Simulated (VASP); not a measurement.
**Band-structure run, with input and output: SnSe (part 2 of 4)**

Continued. System: SnSe (8 atoms in the cell). Method: Kohn-Sham DFT of a periodic cell, PBE, spin-orbit coupling, VASP PAW PBE potentials, recommended, no spin polarisation (VASP 6.6.1); cutoff 520 eV, 2×6×6 k-mesh, Gaussian smearing of 0.03 eV. The structure derives from an entry of the Crystallography Open Database.

Geometry of the input (Å; fractional positions):
```
11.4865  0.0000  0.0000
0.0000  4.1722  0.0000
0.0000  -0.0000  4.3797
Sn 0.1176  0.2500  0.0932
Sn 0.3824  0.7500  0.5932
Sn 0.6176  0.2500  0.4068
Sn 0.8824  0.7500  0.9068
Se 0.3570  0.2500  0.0220
Se 0.1430  0.7500  0.5220
Se 0.8570  0.2500  0.4780
Se 0.6430  0.7500  0.9780
```

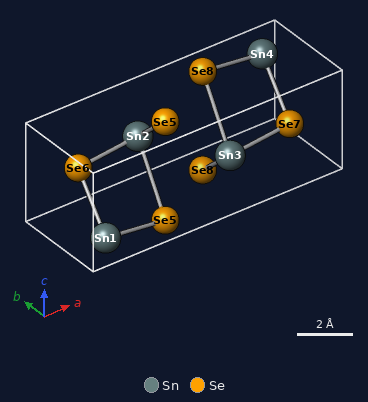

Fig. 1: The structure as given in the input (ball-and-stick view of the cell of the calculation, seen at an oblique angle; atoms are numbered from 1 in the order of the input). An atom can appear more than once, as a periodic image.

### Parts of OUTCAR, continued
```
  direct lattice vectors                    reciprocal lattice vectors
    11.486494809  0.000000000  0.000000000     0.087058760  0.000000000  0.000000000
     0.000000000  4.172213673  0.000000000     0.000000000  0.239680917  0.000000000
     0.000000000  0.000000000  4.379677213     0.000000000  0.000000000  0.228327329

  length of vectors
    11.486494809  4.172213673  4.379677213     0.087058760  0.239680917  0.228327329

  position of ions in fractional coordinates (direct lattice)
     0.117630291  0.250000000  0.093165273
     0.382369709  0.750000000  0.593165273
     0.617630291  0.250000000  0.406834727
     0.882369709  0.750000000  0.906834727
     0.357026277  0.250000000  0.022017569
     0.142973723  0.750000000  0.522017569
     0.857026277  0.250000000  0.477982431
     0.642973723  0.750000000  0.977982431

  ion indices of the primitive-cell ions
   primitive index   ion index
                 1           1
                 2           2
                 3           3
                 4           4
                 5           5
                 6           6
                 7           7
                 8           8

----------------------------------------------------------------------------------------

 KPOINTS: regular mesh

Automatic generation of k-mesh.
 Grid dimensions read from file:
 generate k-points for:    2    6    6

 Generating k-lattice:

  Cartesian coordinates                     Fractional coordinates (reciprocal lattice)
     0.043529380  0.000000000  0.000000000     0.500000000  0.000000000  0.000000000
     0.000000000  0.039946820  0.000000000     0.000000000  0.166666667  0.000000000
     0.000000000  0.000000000  0.038054555     0.000000000  0.000000000  0.166666667

  Length of vectors
     0.043529380  0.039946820  0.038054555

  Shift w.r.t. Gamma in fractional coordinates (k-lattice)
     0.000000000  0.000000000  0.000000000

 Subroutine IBZKPT returns following result:
 ===========================================

 Found     32 irreducible k-points:

 Following reciprocal coordinates:
            Coordinates               Weight
  0.000000  0.000000  0.000000      1.000000
  0.500000  0.000000  0.000000      1.000000
  0.000000  0.166667  0.000000      2.000000
  0.500000  0.166667  0.000000      2.000000
  0.000000  0.333333  0.000000      2.000000
  0.500000  0.333333  0.000000      2.000000
  0.000000  0.500000  0.000000      1.000000
  0.500000  0.500000  0.000000      1.000000
  0.000000  0.000000  0.166667      2.000000
  0.500000  0.000000  0.166667      2.000000
  0.000000  0.166667  0.166667      4.000000
  0.500000  0.166667  0.166667      4.000000
  0.000000  0.333333  0.166667      4.000000
  0.500000  0.333333  0.166667      4.000000
  0.000000  0.500000  0.166667      2.000000
  0.500000  0.500000  0.166667      2.000000
  0.000000  0.000000  0.333333      2.000000
  0.500000  0.000000  0.333333      2.000000
  0.000000  0.166667  0.333333      4.000000
  0.500000  0.166667  0.333333      4.000000
  0.000000  0.333333  0.333333      4.000000
  0.500000  0.333333  0.333333      4.000000
  0.000000  0.500000  0.333333      2.000000
  0.500000  0.500000  0.333333      2.000000
 [... further k-points ...]
   k-points           NKPTS =     32   k-points in BZ     NKDIM =     32   number of bands    NBANDS=     98
   number of dos      NEDOS =    301   number of ions     NIONS =      8
   total plane-waves  NPLWV = 103680
   dimension x,y,z NGX =    90 NGY =   32 NGZ =   36
   dimension x,y,z NGXF=   180 NGYF=   64 NGZF=   72
   ions per type =               4   4
   NGX,Y,Z   is equivalent  to a cutoff of  13.03, 12.75, 13.67 a.u.
   NGXF,Y,Z  is equivalent  to a cutoff of  26.05, 25.50, 27.33 a.u.
 SYSTEM =  SnSe
   PREC   = accura    normal or accurate (medium, high low for compatibility)
   ISTART =      0    job   : 0-new  1-cont  2-samecut
   ICHARG =      2    charge: 1-file 2-atom 10-const
   ISPIN  =      1    spin polarized calculation?
   LNONCOLLINEAR =      T non collinear calculations
   LSORBIT =      T    spin-orbit coupling
   LASPH  =      T    aspherical Exc in radial PAW
   ENCUT  =  520.0 eV  38.22 Ry    6.18 a.u.  21.36  7.76  8.14*2*pi/ulx,y,z
   NELM   =     80;   NELMIN=  2; NELMDL= -5     # of ELM steps
   EDIFF  = 0.1E-06   stopping-criterion for ELM
   LREAL  =      F    real-space projection
   EDIFFG = 0.1E-05   stopping-criterion for IOM
   NSW    =      0    number of steps for IOM
   IBRION =     -1    ionic relax: 0-MD 1-quasi-New 2-CG
   NFREE  =      0    steps in history (QN), initial steepest desc. (CG)
   ISIF   =      2    stress and relaxation
   ISYM   =      2    0-nonsym 1-usesym 2-fastsym
   POTIM  = 0.5000    time-step for ionic-motion
   TEBEG  =    0.0;   TEEND  =   0.0 temperature during run
   PSTRESS=    0.0 pullay stress
   NELECT =      80.0000    total number of electrons
   NUPDOWN=      -1.0000    fix difference up-down
   EMIN   =  10.00;   EMAX   =-10.00  energy-range for DOS
   EFERMI =   0.00;   METHOD = LEGACY
   ISMEAR =     0;   SIGMA  =   0.03  broadening in eV -4-tet -1-fermi 0-gaus
   EFERMI_NEDOS =   21; number of points for ismear=-14 and -15
   IALGO  =     68    algorithm
   IMIX   =      4    mixing-type and parameters
     AMIX     =   0.40;   BMIX     =  1.00
     AMIX_MAG =   1.60;   BMIX_MAG =  1.00
  volume/ion in A,a.u.               =      26.24       177.05
  Fermi-wavevector in a.u.,A,eV,Ry     =   1.186969  2.243046 19.169191  1.408896
  Thomas-Fermi vector in A             =   2.323131
   LORBIT       =     11    0 simple, 1 ext, 2 COOP (PROOUT), +10 PAW based schemes
   GGA     = PE    functional components
   LHFCALC =     F    Hartree Fock is set to
   AEXX    =    0.0000 exact exchange contribution
   IVDW    =     0    specifies the selected vdW correction
   LEPSILON=     F    determine dielectric tensor
   LRPA    =     F    only Hartree local field effects (RPA)
 RMM-DIIS sequential band-by-band and
 Gauss-broadening in eV      SIGMA  =   0.03
  energy-cutoff  :      520.00
  volume of cell :      209.89
 maximum number of plane-waves:     11348
 NGX is ok and might be reduce to    90
   NGX = 43   NGY = 15   NGZ = 17

 number of electron      79.9999989 magnetization      -0.0000000     -0.0000000      0.0000000

 number of electron      79.9999989 magnetization       0.0000000      0.0000000      0.0000000

 number of electron      79.9999989 magnetization      -0.0000000      0.0000000      0.0000000

 Free energy of the ion-electron system (eV)
  ---------------------------------------------------
  ext. energy  EPLUGINS =         0.00000000
  ---------------------------------------------------
  free energy    TOTEN  =       -33.00045685 eV

  energy without entropy =      -33.00045685  energy(sigma->0) =      -33.00045685

 E-fermi :   5.8867     XC(G=0):  -9.7945     alpha+bet :-10.9798

 val. band max:        5.6876716617   @ k =   0.0000   0.0000   0.3333
 cond. band min:       6.1066366716   @ k =   0.0000   0.3333   0.0000
 fundamental gap:      0.4189650099
 Fermi energy:         5.8866741479

 k-point     1 :       0.0000    0.0000    0.0000
  band No.  band energies     occupation
      1     -16.3234      1.00000
      2     -16.3234      1.00000
      3     -16.3211      1.00000
      4     -16.3211      1.00000
      5     -16.3211      1.00000
      6     -16.3211      1.00000
      7     -16.3181      1.00000
      8     -16.3181      1.00000
      9     -16.2985      1.00000
     10     -16.2985      1.00000
     11     -16.2968      1.00000
     12     -16.2968      1.00000
     13     -16.2877      1.00000
     14     -16.2877      1.00000
     15     -16.2850      1.00000
     16     -16.2850      1.00000
     17     -15.2977      1.00000
     18     -15.2977      1.00000
     19     -15.2937      1.00000
     20     -15.2937      1.00000
     21     -15.2923      1.00000
     22     -15.2923      1.00000
     23     -15.2907      1.00000
     24     -15.2907      1.00000
     25     -15.2824      1.00000
     26     -15.2824      1.00000
     27     -15.2779      1.00000
     28     -15.2779      1.00000
     29     -15.2695      1.00000
     30     -15.2695      1.00000
     31     -15.2616      1.00000
     32     -15.2616      1.00000
     33     -15.2534      1.00000
     34     -15.2534      1.00000
     35     -15.2525      1.00000
     36     -15.2525      1.00000
     37     -15.2418      1.00000
     38     -15.2418      1.00000
     39     -15.2351      1.00000
     40     -15.2351      1.00000
     41      -8.1805      1.00000
     42      -8.1805      1.00000
     43      -7.8120      1.00000
     44      -7.8120      1.00000
     45      -7.1611      1.00000
     46      -7.1611      1.00000
     47      -6.6374      1.00000
     48      -6.6374      1.00000
     49      -1.5390      1.00000
     50      -1.5390      1.00000
     51      -0.3604      1.00000
     52      -0.3604      1.00000
     53       0.0109      1.00000
     54       0.0109      1.00000
     55       0.6290      1.00000
     56       0.6290      1.00000
     57       0.8005      1.00000
     58       0.8005      1.00000
     59       2.1483      1.00000
     60       2.1483      1.00000
     61       2.1892      1.00000
     62       2.1892      1.00000
     63       2.4406      1.00000
     64       2.4406      1.00000
     65       2.7760      1.00000
     66       2.7760      1.00000
     67       2.7933      1.00000
     68       2.7933      1.00000
     69       3.2368      1.00000
     70       3.2368      1.00000
     71       3.8092      1.00000
     72       3.8092      1.00000
     73       4.0007      1.00000
     74       4.0007      1.00000
     75       4.3547      1.00000
     76       4.3547      1.00000
     77       4.9517      1.00000
     78       4.9517      1.00000
     79       5.1025      1.00000
     80       5.1025      1.00000
     81       6.1776      0.00000
     82       6.1776      0.00000
     83       8.5790      0.00000
     84       8.5790      0.00000
     85       8.7792      0.00000
     86       8.7792      0.00000
     87       8.8009      0.00000
     88       8.8009      0.00000
     89       8.9561      0.00000
     90       8.9562      0.00000
     91       9.1483      0.00000
     92       9.1483      0.00000

 k-point     2 :       0.5000    0.0000    0.0000
  band No.  band energies     occupation
      1     -16.3228      1.00000
      2     -16.3228      1.00000
      3     -16.3228      1.00000
      4     -16.3228      1.00000
      5     -16.3191      1.00000
      6     -16.3191      1.00000
      7     -16.3191      1.00000
      8     -16.3191      1.00000
      9     -16.2978      1.00000
     10     -16.2978      1.00000
     11     -16.2978      1.00000
     12     -16.2978      1.00000
     13     -16.2862      1.00000
     14     -16.2862      1.00000
     15     -16.2862      1.00000
     16     -16.2862      1.00000
     17     -15.2962      1.00000
     18     -15.2962      1.00000
     19     -15.2962      1.00000
     20     -15.2962      1.00000
     21     -15.2910      1.00000
     22     -15.2910      1.00000
     23     -15.2910      1.00000
     24     -15.2910      1.00000
     25     -15.2805      1.00000
     26     -15.2805      1.00000
     27     -15.2805      1.00000
     28     -15.2805      1.00000
     29     -15.2651      1.00000
     30     -15.2651      1.00000
     31     -15.2651      1.00000
     32     -15.2651      1.00000
     33     -15.2536      1.00000
     34     -15.2536      1.00000
     35     -15.2536      1.00000
     36     -15.2536      1.00000
     37     -15.2378      1.00000
     38     -15.2378      1.00000
     39     -15.2378      1.00000
     40     -15.2378      1.00000
     41      -8.0372      1.00000
     42      -8.0372      1.00000
     43      -8.0372      1.00000
     44      -8.0372      1.00000
     45      -6.8589      1.00000
     46      -6.8589      1.00000
     47      -6.8589      1.00000
     48      -6.8589      1.00000
     49      -1.2117      1.00000
     50      -1.2117      1.00000
     51      -1.2117      1.00000
     52      -1.2117      1.00000
     53       0.5886      1.00000
     54       0.5886      1.00000
     55       0.5886      1.00000
     56       0.5886      1.00000
     57       1.5841      1.00000
     58       1.5841      1.00000
     59       1.5841      1.00000
     60       1.5841      1.00000
     61       2.3788      1.00000
     62       2.3788      1.00000
     63       2.3788      1.00000
     64       2.3788      1.00000
     65       2.7176      1.00000
     66       2.7176      1.00000
     67       2.7176      1.00000
     68       2.7176      1.00000
     69       3.4091      1.00000
     70       3.4091      1.00000
     71       3.4091      1.00000
     72       3.4091      1.00000
     73       3.7823      1.00000
     74       3.7823      1.00000
     75       3.7823      1.00000
     76       3.7823      1.00000
     77       5.0795      1.00000
     78       5.0795      1.00000
     79       5.0795      1.00000
     80       5.0795      1.00000
     81       8.1698      0.00000
     82       8.1698      0.00000
     83       8.1698      0.00000
     84       8.1698      0.00000
     85       8.4074      0.00000
     86       8.4074      0.00000
     87       8.4074      0.00000
     88       8.4074      0.00000
     89       9.3510      0.00000
     90       9.3510      0.00000
     91       9.3514      0.00000
     92       9.3517      0.00000

 k-point     3 :       0.0000    0.1667    0.0000
  band No.  band energies     occupation
      1     -16.3232      1.00000
      2     -16.3232      1.00000
      3     -16.3218      1.00000
      4     -16.3218      1.00000
      5     -16.3200      1.00000
      6     -16.3200      1.00000
      7     -16.3177      1.00000
      8     -16.3177      1.00000
      9     -16.2977      1.00000
     10     -16.2977      1.00000
     11     -16.2957      1.00000
     12     -16.2957      1.00000
     13     -16.2876      1.00000
     14     -16.2876      1.00000
     15     -16.2855      1.00000
     16     -16.2855      1.00000
     17     -15.2973      1.00000
     18     -15.2973      1.00000
     19     -15.2937      1.00000
     20     -15.2937      1.00000
     21     -15.2908      1.00000
     22     -15.2908      1.00000
     23     -15.2888      1.00000
     24     -15.2888      1.00000
     25     -15.2832      1.00000
     26     -15.2832      1.00000
     27     -15.2777      1.00000
     28     -15.2777      1.00000
     29     -15.2674      1.00000
     30     -15.2674      1.00000
     31     -15.2645      1.00000
     32     -15.2645      1.00000
     33     -15.2535      1.00000
     34     -15.2535      1.00000
     35     -15.2503      1.00000
     36     -15.2503      1.00000
     37     -15.2409      1.00000
     38     -15.2409      1.00000
     39     -15.2371      1.00000
     40     -15.2371      1.00000
     41      -8.0316      1.00000
     42      -8.0316      1.00000
     43      -7.6873      1.00000
     44      -7.6873      1.00000
     45      -7.0910      1.00000
     46      -7.0910      1.00000
     47      -6.6412      1.00000
     48      -6.6412      1.00000
     49      -1.7699      1.00000
     50      -1.7699      1.00000
     51      -0.8267      1.00000
     52      -0.8267      1.00000
     53      -0.1485      1.00000
     54      -0.1485      1.00000
     55      -0.1411      1.00000
     56      -0.1411      1.00000
     57       0.7714      1.00000
     58       0.7714      1.00000
     59       2.1854      1.00000
     60       2.1854      1.00000
     61       2.4940      1.00000
     62       2.4940      1.00000
     63       2.7090      1.00000
     64       2.7090      1.00000
     65       2.8107      1.00000
     66       2.8107      1.00000
     67       2.9703      1.00000
     68       2.9703      1.00000
     69       3.5714      1.00000
     70       3.5714      1.00000
     71       3.8879      1.00000
     72       3.8879      1.00000
     73       4.0815      1.00000
     74       4.0815      1.00000
     75       4.8068      1.00000
     76       4.8068      1.00000
     77       4.9581      1.00000
     78       4.9581      1.00000
     79       5.0033      1.00000
     80       5.0033      1.00000
     81       6.3961      0.00000
     82       6.3961      0.00000
     83       7.5298      0.00000
     84       7.5298      0.00000
     85       8.4719      0.00000
     86       8.4719      0.00000
     87       8.6488      0.00000
     88       8.6489      0.00000
     89       8.8256      0.00000
     90       8.8256      0.00000
     91       9.1368      0.00000
     92       9.1370      0.00000

 k-point     4 :       0.5000    0.1667    0.0000
  band No.  band energies     occupation
      1     -16.3234      1.00000
      2     -16.3234      1.00000
      3     -16.3218      1.00000
      4     -16.3218      1.00000
      5     -16.3196      1.00000
      6     -16.3196      1.00000
      7     -16.3180      1.00000
      8     -16.3180      1.00000
      9     -16.2977      1.00000
     10     -16.2977      1.00000
     11     -16.2957      1.00000
     12     -16.2957      1.00000
     13     -16.2872      1.00000
     14     -16.2872      1.00000
     15     -16.2859      1.00000
     16     -16.2859      1.00000
     17     -15.2967      1.00000
     18     -15.2967      1.00000
     19     -15.2946      1.00000
     20     -15.2946      1.00000
     21     -15.2907      1.00000
     22     -15.2907      1.00000
     23     -15.2889      1.00000
     24     -15.2889      1.00000
     25     -15.2831      1.00000
     26     -15.2831      1.00000
     27     -15.2777      1.00000
     28     -15.2777      1.00000
     29     -15.2660      1.00000
     30     -15.2660      1.00000
     31     -15.2658      1.00000
     32     -15.2658      1.00000
     33     -15.2530      1.00000
     34     -15.2530      1.00000
     35     -15.2513      1.00000
     36     -15.2513      1.00000
     37     -15.2389      1.00000
     38     -15.2389      1.00000
     39     -15.2387      1.00000
     40     -15.2387      1.00000
     41      -7.8973      1.00000
     42      -7.8973      1.00000
     43      -7.8963      1.00000
     44      -7.8963      1.00000
     45      -6.8296      1.00000
     46      -6.8296      1.00000
     47      -6.8267      1.00000
     48      -6.8267      1.00000
     49      -1.4682      1.00000
     50      -1.4682      1.00000
     51      -1.4580      1.00000
     52      -1.4580      1.00000
     53      -0.0446      1.00000
     54      -0.0446      1.00000
     55      -0.0427      1.00000
     56      -0.0427      1.00000
     57       1.6648      1.00000
     58       1.6648      1.00000
     59       1.7189      1.00000
     60       1.7189      1.00000
     61       2.3198      1.00000
     62       2.3198      1.00000
     63       2.5283      1.00000
     64       2.5283      1.00000
     65       3.0004      1.00000
     66       3.0004      1.00000
     67       3.1556      1.00000
     68       3.1556      1.00000
     69       3.5479      1.00000
     70       3.5479      1.00000
```
